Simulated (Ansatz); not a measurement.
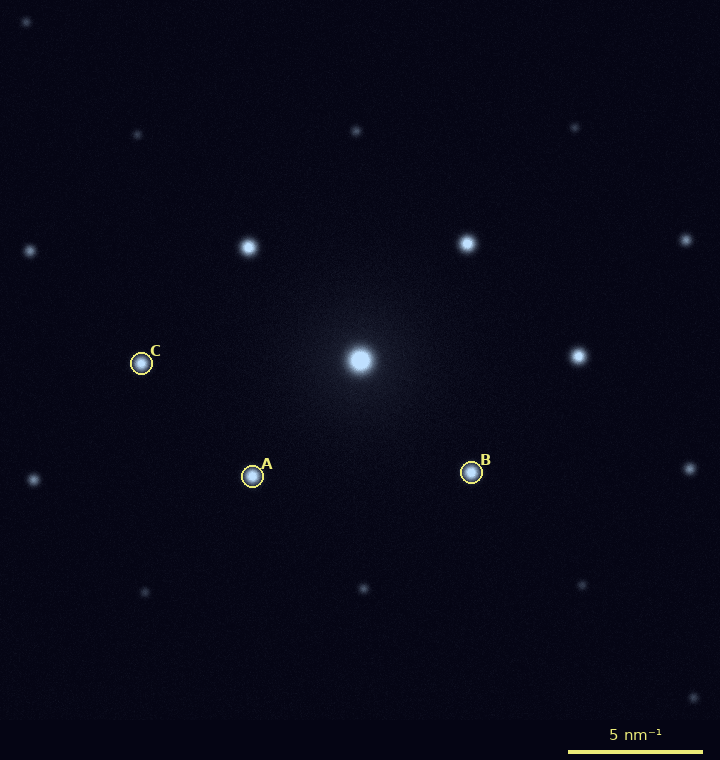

Computed electron diffraction pattern, 120 kV, single scattering only, B = 0.8 Å². The zone axis points towards the electron source and the pattern is seen from the source side.

The sample is Co, space group Cmcm (No. 63), a = 2.438 Å, b = 7.462 Å, c = 2.453 Å. Structure: the input geometry of an electronic-structure calculation (not necessarily at equilibrium); the starting structure was generated, so it need not be a known form of this composition.

Spot A is indexed -1 -1 1 and spot B 1 -1 1.

Question: What are the indices of the remaining marked spot?

Answer: C = A − B = -2 0 0 (d = 1.219 Å).

Question: Which zone axis is this?

Answer: The cross product of A and B is parallel to [011]; every spot obeys hu + kv + lw = 0.

Question: What are the spacings of A and B and the angle between them?

Answer: d(A) = 1.685 Å, d(B) = 1.685 Å, and the angle is 87.4°.
